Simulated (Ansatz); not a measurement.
Geometry relaxation, with input and output: CoPtO₂ (part 1 of 2)

CoPtO₂ (R-3m, 4 atoms in the cell), computed with DFT PBE, scalar-relativistic, plane waves, PAW, no spin polarisation (Ansatz 0.2.0).

The structure derives from a Materials Project entry. Figures and captions count atoms from 1; the log counts them from 0 in places.

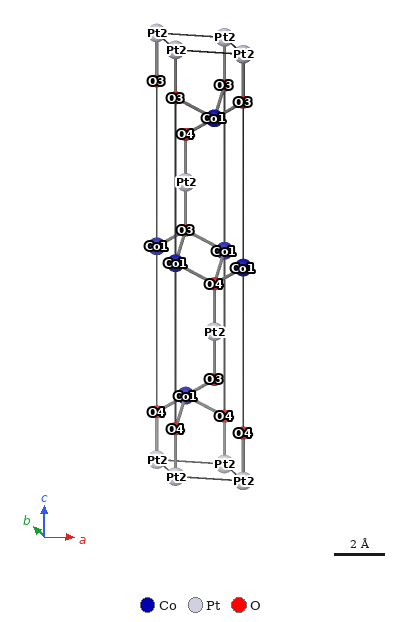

Figure 1. The starting structure (ball-and-stick view of the cell 3 times as large as that of the calculation, set on its symmetry axes, seen slightly off an axis; atoms are numbered from 1 in the order of the input). An atom can appear more than once, as a periodic image. Near neighbours in the periodic cell (some may lie outside the picture): Co has 6 O at 1.90 Å; Pt has 2 O at 2.00 Å; O has 3 Co at 1.90 Å and 1 Pt at 2.00 Å.

Input
```yaml
crystal:
  lattice:
    - [1.4122699173, 0.8153744169, 5.9393891094]
    - [-1.4122699173, 0.8153744169, 5.9393891094]
    - [0.0, -1.6307488338, 5.9393891094]
  atoms:
    - { symbol: Co, position: [0.5, 0.5, 0.5] }
    - { symbol: Pt, position: [0.0, 0.0, 0.0] }
    - { symbol: O, position: [0.88775597, 0.88775597, 0.88775597] }
    - { symbol: O, position: [0.11224403, 0.11224403, 0.11224403] }
basis:
  ecutwfc: 420
kpoints:
  mp_grid: { grid: [18, 18, 18] }
hamiltonian:
  xc: pbe
scf:
  occupations: { method: gaussian, width: 0.1 }
output:
  forces: true
  stress: true
  eigenvalues: true
  write_density: true
  write_potential: true
  elf: true
  volumetric_format: npy
relax:
  adjacent_minimum: "off"
  f_tol: 0.005
  max_steps: 80
  cell: { stress_tol: 0.05 }
```

Run on 2 threads of Intel Xeon @ 2.50GHz (Skylake/Cascade Lake), 189 GiB of memory available, shared host.

Run as:
```bash
ansatz run input.yaml --threads 2 --pin off --max-ram 5120MiB --backend cpu --events-out ev --progress --plain --runs-dir out
```

What the program printed
```
basis.fft_grid_basis auto: the FFT boxes are laid along the combinations [[1, -1, 0], [0, 1, 0], [0, -1, 1]] of the cell's own vectors, 2.825, 6.159 and 2.825 Å long. The dense box has 20×45×20 points. Along the cell's own vectors, as sized, it would have 45×45×45, 5.06 times as many. Of the 12 symmetry operations that the crystal satisfies within crystal.symmetry.tolerance (time reversal apart; of a slab, those that keep its plane) the dense box along the cell's own vectors carries 12, and the one as laid loses 8 of those. basis.fft_grid_basis: typed keeps the cell's own vectors: state it where this run's energies or levels are differenced outside the engine with another run's, or held beside a run that keeps those vectors. Those combinations have planes normal to reciprocal vector 3, as the cell's own vectors have. Each planar average written beside output.write_density, output.write_potential has a row for each plane of the box: 20. The volumetric files lie along those combinations, not along the cell's own vectors: a cube or XSF file states them, and fields.json those of NumPy files.
Engine: ansatz 0.2.0, x86_64-unknown-linux-gnu
Pseudopotentials: kind: paw
Pseudopotential: Co, paw, valence charge 17, recommended cutoff 420 eV (normal), Co.paw.azcp
Pseudopotential: Pt, paw, valence charge 18, recommended cutoff 420 eV (normal), Pt.paw.azcp
Pseudopotential: O, paw, valence charge 6, recommended cutoff 420 eV (normal), O.paw.azcp
Functional definition: PBE
  parameter kappa = 0.804
  parameter beta = 0.06672455060314922
  exchange = pbe_x(kappa = kappa, mu = beta*pi^2/3)
  correlation = pbe_c(beta = beta)
Crystal: 4 atoms, lattice volume = 41.036 Å³
Basis set: ecut = 420 eV, 805 PW (Γ), FFT grids on a1−a2, a2, −a2+a3, exchange–correlation on 40×90×40 points (8 copies of the dense FFT grid, shifted against one another)
Bands: 29, of which v1, the nominal top of the filled ones, is band 24 counted from 1 (23 counted from 0)
Symmetry: 12 space group operations
Space group: R-3m (ITA 166), of the structure as read, at distance tolerance 3.4e-5 Å
k-points: 580 of 5832
Non-local potential: Co, projectors of the file, l = 0: 3, l = 1: 2, l = 2: 3, l = 3: 1
Non-local potential: Pt, projectors of the file, l = 0: 3, l = 1: 2, l = 2: 2, l = 3: 1
Non-local potential: O, projectors of the file, l = 0: 2, l = 1: 2, l = 2: 1
PAW form: soft (Blöchl's): semilocal exchange-correlation on the pseudo side does not see the compensation charge
PAW one-centre angular grid: Co, 590 points (default); XC on 64 Gauss nodes
PAW one-centre angular grid: Pt, 590 points (default); XC on 64 Gauss nodes
PAW one-centre angular grid: O, 110 points (default); XC on 64 Gauss nodes
Initial density: superposition of atomic densities (neutral atoms: chi_scale 0, normalization atom), corrected by the library's trained network
Initial wavefunctions: pseudopotential atomic-orbital guess
Functional: x = pbe(κ = 0.804, μ = 0.2195149727645171), c = pbe(β = 0.06672455060314922)
SCF iter   1: F=—  HF=-18782.425263 eV  |F-HF|=—  |Δ(HF+E_count)|=         —  Δρ=5.50e-3  dr2=4.87e-3  ethr=1.77e-3  ⟨swp⟩=6.1  Hψ=66241  notcnv=0
preconditioner: auto → none  [insulator: Δε(μ)=0.099 eV  Ē_g=10.783 eV  σ=0.100 eV  W_gap=0.51  n_scr=16 (ndim 8)  ℏωp=32.3 eV  f_vac=0.005  D(μ)=0.65/eV (n_scr^D=2)  ε∞_Penn≈10.0]
SCF iter   2: F=—  HF=-18782.424894 eV  |F-HF|=—  |Δ(HF+E_count)|=   3.69e-4  Δρ=2.12e-3  dr2=7.22e-4  ethr=1.04e-5  ⟨swp⟩=2.6  Hψ=36861  notcnv=0
SCF iter   3: F=—  HF=-18782.424879 eV  |F-HF|=—  |Δ(HF+E_count)|=   1.51e-5  Δρ=3.50e-4  dr2=3.62e-5  ethr=1.54e-6  ⟨swp⟩=3.0  Hψ=28838  notcnv=0
SCF iter   4: F=—  HF=-18782.424822 eV  |F-HF|=—  |Δ(HF+E_count)|=   5.72e-5  Δρ=8.39e-5  dr2=2.63e-6  ethr=7.70e-8  ⟨swp⟩=2.0  Hψ=23696  notcnv=0
SCF iter   5: F=—  HF=-18782.424822 eV  |F-HF|=—  |Δ(HF+E_count)|=   5.20e-7  Δρ=2.40e-5  dr2=2.43e-7  ethr=5.59e-9  ⟨swp⟩=2.0  Hψ=24075  notcnv=0
SCF iter   6: F=-18782.424822 eV  HF=-18782.424822 eV  |F-HF|=1.05e-9  |Δ(HF+E_count)|=   2.25e-8  Δρ=4.75e-6  dr2=2.99e-9  ethr=2.13e-10  ⟨swp⟩=10.9  Hψ=106546  notcnv=0
SCF 1 converged in 6 iterations: F = -18782.424822 eV  dr2 = 2.99e-9
  greatest PAW one-centre occupation: 1.000 electrons in one spin orbital (limit 2), on the Co atom at site 0 (counted from 0), in its partial waves of l = 1
relax step   1: F+E_penalty+E_count = -18782.42482226 eV  Δ(F+E_penalty+E_count) = +0.000e0 eV  max|allowed force component| = 7.843e-2 eV/Å  Δτ_max = 0.0000 Å  P = +6.004 GPa  Ω = 41.036 Å³  (6 SCF iters, dr2 threshold 1.00e-7 eV, accepted)
Crystal: 4 atoms, lattice volume = 41.782 Å³
Basis set: ecut = 420 eV, 829 PW (Γ), FFT grids on a1−a2, a2, −a2+a3, exchange–correlation on 40×90×40 points (8 copies of the dense FFT grid, shifted against one another)
Initial density: handed on by an earlier stage of this run
Initial wavefunctions: those handed on with the density
iter 1 solved again at ethr=2.88e-5 eV; its pass at ethr=3.10e-3 eV (dr2=1.35e-2 eV) is discarded
SCF iter   1: F=—  HF=-18782.439708 eV  |F-HF|=—  |Δ(HF+E_count)|=         —  Δρ=4.88e-3  dr2=1.35e-2  ethr=2.88e-5  ⟨swp⟩=1.0  Hψ=76393  notcnv=0
preconditioner: auto → Kerker (q_TF=auto, 2.782 Å⁻¹)  [metal: Δε(μ)=0.090 eV  Ē_g=10.622 eV  σ=0.100 eV  W_gap=0.47  n_scr=16 (ndim 8)  ℏωp=32.0 eV  f_vac=0.006  D(μ)=0.67/eV (n_scr^D=2)]
SCF iter   2: F=—  HF=-18782.438705 eV  |F-HF|=—  |Δ(HF+E_count)|=   1.00e-3  Δρ=2.19e-3  dr2=4.22e-3  ethr=2.87e-5  ⟨swp⟩=1.0  Hψ=16820  notcnv=0
SCF iter   3: F=—  HF=-18782.438287 eV  |F-HF|=—  |Δ(HF+E_count)|=   4.19e-4  Δρ=6.77e-4  dr2=6.72e-4  ethr=8.98e-6  ⟨swp⟩=1.0  Hψ=16820  notcnv=0
SCF iter   4: F=—  HF=-18782.438223 eV  |F-HF|=—  |Δ(HF+E_count)|=   6.33e-5  Δρ=2.90e-4  dr2=6.89e-5  ethr=1.43e-6  ⟨swp⟩=1.0  Hψ=16820  notcnv=0
SCF iter   5: F=—  HF=-18782.438151 eV  |F-HF|=—  |Δ(HF+E_count)|=   7.25e-5  Δρ=1.21e-4  dr2=1.63e-5  ethr=1.47e-7  ⟨swp⟩=3.0  Hψ=30315  notcnv=0
SCF iter   6: F=—  HF=-18782.438149 eV  |F-HF|=—  |Δ(HF+E_count)|=   1.93e-6  Δρ=5.17e-5  dr2=2.78e-6  ethr=3.48e-8  ⟨swp⟩=1.0  Hψ=16824  notcnv=0
SCF iter   7: F=—  HF=-18782.438149 eV  |F-HF|=—  |Δ(HF+E_count)|=   4.98e-7  Δρ=3.70e-5  dr2=5.38e-7  ethr=5.92e-9  ⟨swp⟩=2.9  Hψ=29484  notcnv=0
SCF iter   8: F=-18782.438148 eV  HF=-18782.438148 eV  |F-HF|=7.37e-9  |Δ(HF+E_count)|=   9.94e-8  Δρ=9.85e-6  dr2=4.45e-8  ethr=8.51e-10  ⟨swp⟩=8.4  Hψ=102678  notcnv=0
SCF 2 converged in 8 iterations: F = -18782.438148 eV  dr2 = 4.45e-8
relax step   2: F+E_penalty+E_count = -18782.43814843 eV  Δ(F+E_penalty+E_count) = -1.333e-2 eV  max|allowed force component| = 1.522e-1 eV/Å  Δτ_max = 0.0067 Å  P = +1.610 GPa  Ω = 41.782 Å³  energy of the carried Pulay correction = -3.267e-3 eV  (8 SCF iters, dr2 threshold 4.00e-7 eV, accepted)
Crystal: 4 atoms, lattice volume = 42.008 Å³
iter 1 solved again at ethr=2.68e-7 eV; its pass at ethr=3.10e-3 eV (dr2=1.26e-4 eV) is discarded
SCF iter   1: F=—  HF=-18782.439069 eV  |F-HF|=—  |Δ(HF+E_count)|=         —  Δρ=7.81e-4  dr2=1.16e-4  ethr=2.68e-7  ⟨swp⟩=2.0  Hψ=76068  notcnv=0
preconditioner: auto → Kerker (q_TF=auto, 2.780 Å⁻¹)  [metal: Δε(μ)=0.089 eV  Ē_g=10.578 eV  σ=0.100 eV  W_gap=0.47  n_scr=16 (ndim 8)  ℏωp=31.9 eV  f_vac=0.006  D(μ)=0.69/eV (n_scr^D=2)]
SCF iter   2: F=—  HF=-18782.438999 eV  |F-HF|=—  |Δ(HF+E_count)|=   7.01e-5  Δρ=3.95e-4  dr2=3.77e-5  ethr=2.46e-7  ⟨swp⟩=1.0  Hψ=16820  notcnv=0
SCF iter   3: F=—  HF=-18782.438999 eV  |F-HF|=—  |Δ(HF+E_count)|=   5.51e-7  Δρ=1.07e-4  dr2=6.87e-6  ethr=8.03e-8  ⟨swp⟩=2.3  Hψ=28458  notcnv=0
SCF iter   4: F=—  HF=-18782.438999 eV  |F-HF|=—  |Δ(HF+E_count)|=   6.06e-8  Δρ=5.18e-5  dr2=2.62e-6  ethr=1.46e-8  ⟨swp⟩=2.3  Hψ=21471  notcnv=0
SCF iter   5: F=—  HF=-18782.438999 eV  |F-HF|=—  |Δ(HF+E_count)|=   1.00e-7  Δρ=2.06e-5  dr2=7.31e-7  ethr=5.57e-9  ⟨swp⟩=1.0  Hψ=16820  notcnv=0
SCF iter   6: F=-18782.438998 eV  HF=-18782.438999 eV  |F-HF|=9.14e-8  |Δ(HF+E_count)|=   1.04e-7  Δρ=8.55e-6  dr2=8.44e-8  ethr=8.51e-10  ⟨swp⟩=8.5  Hψ=105886  notcnv=0
SCF 3 converged in 6 iterations: F = -18782.438998 eV  dr2 = 8.44e-8
relax step   3: F+E_penalty+E_count = -18782.43899842 eV  Δ(F+E_penalty+E_count) = -8.500e-4 eV  max|allowed force component| = 7.442e-2 eV/Å  Δτ_max = 0.0023 Å  P = +0.226 GPa  Ω = 42.008 Å³  energy of the carried Pulay correction = -4.243e-3 eV  (6 SCF iters, dr2 threshold 4.00e-7 eV, accepted)
Crystal: 4 atoms, lattice volume = 42.036 Å³
iter 1 solved again at ethr=1.36e-6 eV; its pass at ethr=3.10e-3 eV (dr2=6.40e-4 eV) is discarded
SCF iter   1: F=—  HF=-18782.439229 eV  |F-HF|=—  |Δ(HF+E_count)|=         —  Δρ=1.11e-3  dr2=6.40e-4  ethr=1.36e-6  ⟨swp⟩=1.0  Hψ=59168  notcnv=0
preconditioner: auto → Kerker (q_TF=auto, 2.780 Å⁻¹)  [metal: Δε(μ)=0.088 eV  Ē_g=10.574 eV  σ=0.100 eV  W_gap=0.47  n_scr=16 (ndim 8)  ℏωp=31.9 eV  f_vac=0.005  D(μ)=0.69/eV (n_scr^D=2)]
SCF iter   2: F=—  HF=-18782.439197 eV  |F-HF|=—  |Δ(HF+E_count)|=   3.15e-5  Δρ=4.82e-4  dr2=2.19e-4  ethr=1.36e-6  ⟨swp⟩=1.0  Hψ=16820  notcnv=0
SCF iter   3: F=—  HF=-18782.439109 eV  |F-HF|=—  |Δ(HF+E_count)|=   8.85e-5  Δρ=1.35e-4  dr2=4.48e-5  ethr=4.66e-7  ⟨swp⟩=1.0  Hψ=16820  notcnv=0
SCF iter   4: F=—  HF=-18782.439103 eV  |F-HF|=—  |Δ(HF+E_count)|=   6.30e-6  Δρ=8.48e-5  dr2=5.76e-6  ethr=9.54e-8  ⟨swp⟩=1.0  Hψ=16820  notcnv=0
SCF iter   5: F=—  HF=-18782.439101 eV  |F-HF|=—  |Δ(HF+E_count)|=   1.63e-6  Δρ=3.68e-5  dr2=7.27e-7  ethr=1.22e-8  ⟨swp⟩=2.5  Hψ=25990  notcnv=0
SCF iter   6: F=-18782.439101 eV  HF=-18782.439101 eV  |F-HF|=2.37e-8  |Δ(HF+E_count)|=   4.27e-8  Δρ=8.53e-6  dr2=2.50e-8  ethr=7.37e-10  ⟨swp⟩=9.3  Hψ=112663  notcnv=0
SCF 4 converged in 6 iterations: F = -18782.439101 eV  dr2 = 2.50e-8
relax step   4: F+E_penalty+E_count = -18782.43910090 eV  Δ(F+E_penalty+E_count) = -1.025e-4 eV  max|allowed force component| = 5.715e-3 eV/Å  Δτ_max = 0.0030 Å  P = +0.010 GPa  Ω = 42.036 Å³  energy of the carried Pulay correction = -4.365e-3 eV  (6 SCF iters, dr2 threshold 3.46e-7 eV, accepted)
iter 1 solved again at ethr=9.14e-9 eV; its pass at ethr=3.10e-3 eV (dr2=4.30e-6 eV) is discarded
SCF iter   1: F=—  HF=-18782.439160 eV  |F-HF|=—  |Δ(HF+E_count)|=         —  Δρ=8.82e-5  dr2=4.31e-6  ethr=9.14e-9  ⟨swp⟩=2.0  Hψ=71938  notcnv=0
preconditioner: auto → Kerker (q_TF=auto, 2.780 Å⁻¹)  [metal: Δε(μ)=0.088 eV  Ē_g=10.573 eV  σ=0.100 eV  W_gap=0.46  n_scr=16 (ndim 8)  ℏωp=31.9 eV  f_vac=0.005  D(μ)=0.69/eV (n_scr^D=2)]
SCF iter   2: F=—  HF=-18782.439101 eV  |F-HF|=—  |Δ(HF+E_count)|=   5.85e-5  Δρ=3.22e-5  dr2=1.23e-6  ethr=9.14e-9  ⟨swp⟩=1.4  Hψ=17072  notcnv=0
SCF iter   3: F=—  HF=-18782.439101 eV  |F-HF|=—  |Δ(HF+E_count)|=   1.17e-7  Δρ=1.60e-5  dr2=3.85e-7  ethr=2.62e-9  ⟨swp⟩=1.0  Hψ=16820  notcnv=0
SCF iter   4: F=—  HF=-18782.439101 eV  |F-HF|=—  |Δ(HF+E_count)|=   4.35e-8  Δρ=9.83e-6  dr2=4.76e-8  ethr=8.20e-10  ⟨swp⟩=1.3  Hψ=17000  notcnv=0
iter 5 did not close the SCF: its close was put off for the readings that it lacked (scf_convergence_deferred on its scf_iter line)
SCF iter   5: F=-18782.439101 eV  HF=-18782.439101 eV  |F-HF|=8.67e-9  |Δ(HF+E_count)|=   1.35e-8  Δρ=4.70e-6  dr2=1.01e-8  ethr=1.01e-10  ⟨swp⟩=2.0  Hψ=29755  notcnv=0
SCF iter   6: F=-18782.439101 eV  HF=-18782.439101 eV  |F-HF|=6.04e-10  |Δ(HF+E_count)|=   1.39e-9  Δρ=1.40e-6  dr2=1.07e-9  ethr=2.16e-11  ⟨swp⟩=5.7  Hψ=91280  notcnv=0
SCF 5 converged in 6 iterations: F = -18782.439101 eV  dr2 = 1.07e-9
relax step   5: F+E_penalty+E_count = -18782.43910104 eV  Δ(F+E_penalty+E_count) = -1.432e-7 eV  max|allowed force component| = 2.068e-4 eV/Å  Δτ_max = 0.0001 Å  P = +0.001 GPa  Ω = 42.036 Å³  energy of the carried Pulay correction = -4.368e-3 eV  (6 SCF iters, dr2 threshold 1.35e-8 eV, accepted)
Initial wavefunctions: pseudopotential atomic-orbital guess (no wavefunctions were taken with the density)
iter 1 solved again at ethr=8.99e-8 eV; its pass at ethr=3.10e-3 eV (dr2=4.22e-5 eV) is discarded
SCF iter   1: F=—  HF=-18782.443215 eV  |F-HF|=—  |Δ(HF+E_count)|=         —  Δρ=6.84e-4  dr2=7.91e-6  ethr=8.99e-8  ⟨swp⟩=3.1  Hψ=104986  notcnv=0
SCF iter   2: F=—  HF=-18782.443869 eV  |F-HF|=—  |Δ(HF+E_count)|=   6.54e-4  Δρ=3.52e-4  dr2=2.68e-6  ethr=1.68e-8  ⟨swp⟩=2.0  Hψ=21056  notcnv=0
SCF iter   3: F=—  HF=-18782.444114 eV  |F-HF|=—  |Δ(HF+E_count)|=   2.45e-4  Δρ=2.99e-5  dr2=5.85e-8  ethr=5.69e-9  ⟨swp⟩=2.6  Hψ=29033  notcnv=0
SCF iter   4: F=—  HF=-18782.444115 eV  |F-HF|=—  |Δ(HF+E_count)|=   1.14e-6  Δρ=5.67e-6  dr2=2.01e-8  ethr=1.24e-10  ⟨swp⟩=2.0  Hψ=29182  notcnv=0
SCF iter   5: F=—  HF=-18782.444115 eV  |F-HF|=—  |Δ(HF+E_count)|=   1.10e-8  Δρ=2.36e-6  dr2=5.28e-9  ethr=4.29e-11  ⟨swp⟩=2.0  Hψ=18792  notcnv=0
SCF iter   6: F=—  HF=-18782.444115 eV  |F-HF|=—  |Δ(HF+E_count)|=  3.09e-10  Δρ=7.78e-7  dr2=1.13e-9  ethr=1.12e-11  ⟨swp⟩=1.5  Hψ=22026  notcnv=0
SCF iter   7: F=—  HF=-18782.444115 eV  |F-HF|=—  |Δ(HF+E_count)|=  1.27e-10  Δρ=7.48e-7  dr2=5.48e-10  ethr=2.41e-12  ⟨swp⟩=1.0  Hψ=16820  notcnv=0
SCF iter   8: F=-18782.444115 eV  HF=-18782.444115 eV  |F-HF|=1.09e-11  |Δ(HF+E_count)|=  8.00e-11  Δρ=1.66e-7  dr2=1.63e-11  ethr=1.00e-12  ⟨swp⟩=5.0  Hψ=79118  notcnv=0
SCF 6 converged in 8 iterations: F = -18782.444115 eV  dr2 = 1.63e-11
relax step   6: F+E_penalty+E_count = -18782.44411509 eV  Δ(F+E_penalty+E_count) = -5.014e-3 eV  max|allowed force component| = 9.467e-4 eV/Å  Δτ_max = 0.0000 Å  P = +0.194 GPa  Ω = 42.036 Å³  stress off target by 2.27e-1 GPa  SCF on the basis re-selected at this cell (its energy is not comparable with the rows above)  (8 SCF iters)
basis re-selected at this cell: Δ(F+E_penalty+E_count) = -5.014e-3 eV, ΔP = +0.193 GPa vs the last step (what re-selecting the basis moved, of the pressure what is left beyond the Pulay correction that the steps carried, after the strain that the cell walked since its last selection, with what the two solves' SCF thresholds leave and, on support functions, any second-order correction that the steps lacked; it is no measure of the basis error at this ecutwfc). This SCF's stress stands 2.27e-1 GPa from its target on what of the cell is left free (relax.cell.stress_tol is 5.00e-2 GPa) and its largest allowed force component is 9.47e-4 eV/Å (relax.f_tol is 5.00e-3 eV/Å): not within both, so this SCF does not close the relaxation
Crystal: 4 atoms, lattice volume = 42.073 Å³
iter 1 solved again at ethr=4.64e-8 eV; its pass at ethr=3.10e-3 eV (dr2=2.18e-5 eV) is discarded
```
